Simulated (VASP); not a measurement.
# A VASP study of MgO (Periclase) (optB86b-vdW): structure first, properties next, part 3 of 4

What structure and properties does optB86b-vdW give MgO (Periclase), and how near are they to the measured ones? The start is a cell from a database of measured crystal structures.

VASP 6.6.1; optB86b-vdW; plane waves and PAW (Mg, O).

So far, gap on the k-mesh (eV): step 2 (relaxing cell and atoms (optB86b-vdW)) 4.78; step 5 (total and projected DOS (optB86b-vdW)) 4.78. The relaxed cell has a = 4.222 Å (conventional setting).

The database entry behind the starting cell differs from later determinations by our own check (about 0.1 % long), so it need not match the best structure at ambient conditions.

### Step 6. Zone-centre phonons (optB86b-vdW)

Zone-centre modes test whether the atoms sit at a minimum within this cell. IBRION = 6 takes the force constants from differences of forces between displaced cells, so the forces must be tight.

Input file INCAR:

```
SYSTEM = MgO
PREC = Accurate
ENCUT = 520
EDIFF = 1E-08
NELM = 100
ISMEAR = 0
SIGMA = 0.05
LREAL = .FALSE.
ALGO = Normal
GGA = MK
AGGAC = 0
LUSE_VDW = .TRUE.
PARAM1 = 0.1234
PARAM2 = 1
LASPH = .TRUE.
NBANDS = 10
LORBIT = 11
LWAVE = .FALSE.
LCHARG = .FALSE.
KPAR = 2
IBRION = 6
NFREE = 2
POTIM = 0.015
ISIF = 2
NSW = 1
```

Input file POSCAR:

```
MgO
1.0
    0.0000000000      2.1110313027      2.1110313027
    2.1110313027      0.0000000000      2.1110313027
    2.1110313027      2.1110313027      0.0000000000
Mg O
1 1
Direct
    0.0000000000      0.0000000000      0.0000000000
    0.5000000000      0.5000000000      0.5000000000
```

Input file KPOINTS:

```
Automatic mesh
0
Gamma
9 9 9
0 0 0
```

PAW data sets: Mg and O (PBE family, release 64).

Started as:

```sh
$ mpirun -np 2 vasp_std
```

What it wrote:

```text
[... set-up lines as in an earlier step ...]
 entering main loop
       N       E                     dE             d eps       ncg     rms          rms(c)
DAV:   1     0.144458065072E+02    0.14446E+02   -0.47681E+03   812   0.715E+02
[... 4 cycles as in an earlier step ...]
DAV:   6    -0.921977472169E+01    0.15360E+01   -0.91408E+00   708   0.179E+01    0.226E+00
[... 1 cycle as in an earlier step ...]
DAV:   8    -0.920076011362E+01    0.54137E-02   -0.29394E-02   714   0.207E+00    0.215E-01
DAV:   9    -0.920050856556E+01    0.25155E-03   -0.31442E-04   782   0.139E-01    0.138E-01
DAV:  10    -0.920049226669E+01    0.16299E-04   -0.48844E-04   750   0.182E-01    0.613E-03
DAV:  11    -0.920049195808E+01    0.30861E-06   -0.31038E-06   782   0.147E-02    0.553E-03
DAV:  12    -0.920049153326E+01    0.42483E-06   -0.69578E-07   760   0.730E-03    0.444E-04
DAV:  13    -0.920049152583E+01    0.74238E-08   -0.28338E-08   788   0.111E-03
   1 F= -.92004915E+01 E0= -.92004915E+01  d E =-.315078E-11
 Found     2 degrees of freedom:
 Finite differences POTIM= 0.01500 DOF=   2
 bond charge predicted
       N       E                     dE             d eps       ncg     rms          rms(c)
DAV:   1    -0.919986765480E+01    0.62388E-03   -0.96032E-03  1506   0.738E-01    0.241E-02
DAV:   2    -0.919987424480E+01   -0.65900E-05   -0.15160E-04  1674   0.101E-01    0.141E-02
DAV:   3    -0.919987267377E+01    0.15710E-05   -0.13999E-05  1688   0.347E-02    0.262E-03
DAV:   4    -0.919987309198E+01   -0.41820E-06   -0.17991E-06  1706   0.112E-02    0.156E-03
DAV:   5    -0.919987319834E+01   -0.10637E-06   -0.16812E-07  1630   0.360E-03    0.327E-04
DAV:   6    -0.919987320227E+01   -0.39264E-08   -0.14947E-08  1674   0.111E-03
   2 F= -.91998732E+01 E0= -.91998732E+01  d E =-.238614E-11
[...]
3 F= -.91998732E+01 E0= -.91998732E+01  d E =-.238623E-11
[...]
4 F= -.91998695E+01 E0= -.91998695E+01  d E =-.238596E-11
 Finite differences progress:
  Degree of freedom:   2/  2
  Displacement:        1/  2
  Total:               3/  4
 bond charge predicted
       N       E                     dE             d eps       ncg     rms          rms(c)
DAV:   1    -0.919818206732E+01    0.16875E-02   -0.39524E+00  1504   0.163E+01    0.219E-01
DAV:   2    -0.920040362861E+01   -0.22216E-02   -0.35048E-02  1632   0.173E+00    0.112E-01
DAV:   3    -0.919985562294E+01    0.54801E-03   -0.14583E-03  1676   0.349E-01    0.310E-02
DAV:   4    -0.919986988641E+01   -0.14263E-04   -0.19102E-04  1638   0.117E-01    0.224E-02
DAV:   5    -0.919986910957E+01    0.77684E-06   -0.66373E-06  1626   0.241E-02    0.121E-02
DAV:   6    -0.919986950228E+01   -0.39271E-06   -0.36726E-06  1654   0.193E-02    0.113E-03
DAV:   7    -0.919986954833E+01   -0.46047E-07   -0.18826E-07  1670   0.406E-03    0.981E-04
DAV:   8    -0.919986955108E+01   -0.27524E-08   -0.17031E-08  1586   0.111E-03
   5 F= -.91998696E+01 E0= -.91998696E+01  d E =-.238570E-11
 Finite differences progress:
  Degree of freedom:   2/  2
  Displacement:        2/  2
  Total:               4/  4
```

It took 75 s on 2 MPI ranks of AMD EPYC 7R43, shared host; peak memory 0.48 GiB; 2.5 min of CPU time.

OUTCAR, selected parts (step 6):

```text
   NELECT =       8.0000    total number of electrons

 E-fermi :   3.2411

 k-point     1 :       0.0000    0.0000    0.0000
  band No.  band energies     occupation
      1     -14.1129      2.00000
      2       3.0305      2.00000
      3       3.0308      2.00000
      4       3.0308      2.00000
      5       7.8147      0.00000
      6      18.8158      0.00000
      7      18.8163      0.00000
      8      18.8163      0.00000
      9      22.8171      0.00000
    ...

Total vdW correction in eV:      2.0428110

  Total       -0.0037340     -0.0131347     -0.0131347      0.0000000      0.0000000      0.0000000
  in kB       -0.3179548     -1.1184493     -1.1184493      0.0000000      0.0000000      0.0000000
  external PRESSURE =      -0.8516178 kB  Pullay stress =       0.0000000 kB

 POSITION                                       TOTAL-FORCE (eV/Angst)
 -----------------------------------------------------------------------------------
      0.00000      0.00000      0.00000        -0.082716      0.000000      0.000000
      2.09603      2.11103      2.11103         0.082716      0.000000      0.000000
 -----------------------------------------------------------------------------------
    total drift:                                0.000382     -0.000000     -0.000000

  FREE ENERGIE OF THE ION-ELECTRON SYSTEM (eV)
  ---------------------------------------------------
  free  energy   TOTEN  =        -9.1998695511 eV

  energy  without entropy=       -9.1998695511  energy(sigma->0) =       -9.19986955

Total vdW correction in eV:      2.0428104

 Eigenvectors and eigenvalues of the dynamical matrix
 ----------------------------------------------------

   1 f  =   11.811139 THz    74.211577 2PiTHz  393.977202 cm-1    48.846926 meV
             X         Y         Z           dx          dy          dz
      0.000000  0.000000  0.000000    -0.629768    0.000000    0.000000
      2.111031  2.111031  2.111031     0.776783    0.000000    0.000000

   2 f  =   11.811139 THz    74.211577 2PiTHz  393.977202 cm-1    48.846926 meV
             X         Y         Z           dx          dy          dz
      0.000000  0.000000  0.000000     0.000000    0.629768    0.000000
      2.111031  2.111031  2.111031     0.000000   -0.776783    0.000000

   3 f  =   11.811139 THz    74.211577 2PiTHz  393.977202 cm-1    48.846926 meV
             X         Y         Z           dx          dy          dz
      0.000000  0.000000  0.000000     0.000000    0.000000   -0.629768
      2.111031  2.111031  2.111031     0.000000    0.000000    0.776783

   4 f/i=    0.004412 THz     0.027724 2PiTHz    0.147183 cm-1     0.018248 meV
             X         Y         Z           dx          dy          dz
      0.000000  0.000000  0.000000     0.000000   -0.776783    0.000000
      2.111031  2.111031  2.111031     0.000000   -0.629768    0.000000

   5 f/i=    0.004412 THz     0.027724 2PiTHz    0.147183 cm-1     0.018248 meV
             X         Y         Z           dx          dy          dz
      0.000000  0.000000  0.000000     0.000000    0.000000    0.776783
      2.111031  2.111031  2.111031     0.000000    0.000000    0.629768

   6 f/i=    0.004412 THz     0.027724 2PiTHz    0.147183 cm-1     0.018248 meV
             X         Y         Z           dx          dy          dz
      0.000000  0.000000  0.000000    -0.776783    0.000000    0.000000
      2.111031  2.111031  2.111031    -0.629768    0.000000    0.000000

 ELASTIC MODULI CONTR FROM IONIC RELAXATION (kBar)
 Direction    XX          YY          ZZ          XY          YZ          ZX
 --------------------------------------------------------------------------------
 XX           0.0000      0.0000      0.0000      0.0000      0.0000      0.0000
 YY           0.0000      0.0000      0.0000      0.0000      0.0000      0.0000
 ZZ           0.0000      0.0000      0.0000      0.0000      0.0000      0.0000
 XY           0.0000      0.0000      0.0000      0.0000      0.0000      0.0000
 YZ           0.0000      0.0000      0.0000      0.0000      0.0000      0.0000
 ZX           0.0000      0.0000      0.0000      0.0000      0.0000      0.0000
 --------------------------------------------------------------------------------

[... 9 parts as in an earlier step ...]

[... 8 further parts left out ...]
```

CONTCAR:

```
MgO
   1.00000000000000
     0.0000000000000000    2.1110313026999998    2.1110313026999998
     2.1110313026999998    0.0000000000000000    2.1110313026999998
     2.1110313026999998    2.1110313026999998    0.0000000000000000
  Mg              O
     1     1
Direct
     0.0000000000000000    0.0000000000000000    0.0000000000000000
     0.5035527658876529    0.4964472341123471    0.4964472341123471
```

The last energy, forces, stress and levels in OUTCAR belong to the last displaced cell, not to the cell of POSCAR.

This step gave:

- bands: 10
- irreducible k-points: 35
- pressure of the cell: -0.1066 GPa
- largest force of the cell: 0 eV/Å

Transverse limit, no LO-TO splitting. The modes at Γ (shares of kinetic energy by element, %):

| mode | frequency (cm⁻¹) | symmetry | Mg % | O % |
| --- | --- | --- | --- | --- |
| 1 | -0.1 | acoustic | 60 | 40 |
| 2 | -0.1 | acoustic | 60 | 40 |
| 3 | -0.1 | acoustic | 60 | 40 |
| 4 | 394.0 | T1u | 40 | 60 |
| 5 | 394.0 | T1u | 40 | 60 |
| 6 | 394.0 | T1u | 40 | 60 |

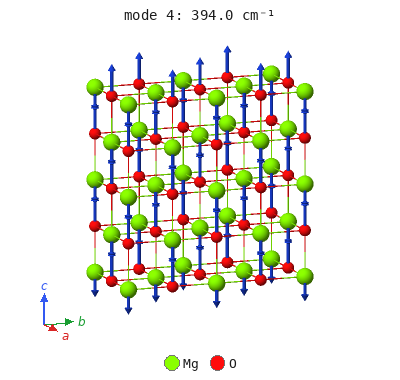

Displacement patterns of mode 4 at Γ; arrows are exaggerated. 1×2×2 conventional cells are drawn. Some periodic images of atoms are drawn too.

The three acoustic modes lie within 0.1 cm⁻¹ of zero, and all others are real. By the characters of their eigenvectors the optical modes sort into (cm⁻¹) infrared active: T1u 394.

(Continued in part 4 of 4.)

[Lines on the potential files, build, host, timing and source positions are cut from VASP's logs without a mark.]

[Logs are printed without paths, hosts, clocks, repeated set-up lines and the standing remarks that a program may print on its own settings, such as how far it seeks lower states.]

[Hosts, paths, dates, database ids (printed as entryN), source tags and the programs' standing remarks are cut or masked in the printed files.]

[A measured line is paired with the nearest computed mode of its activity, which favours agreement.]
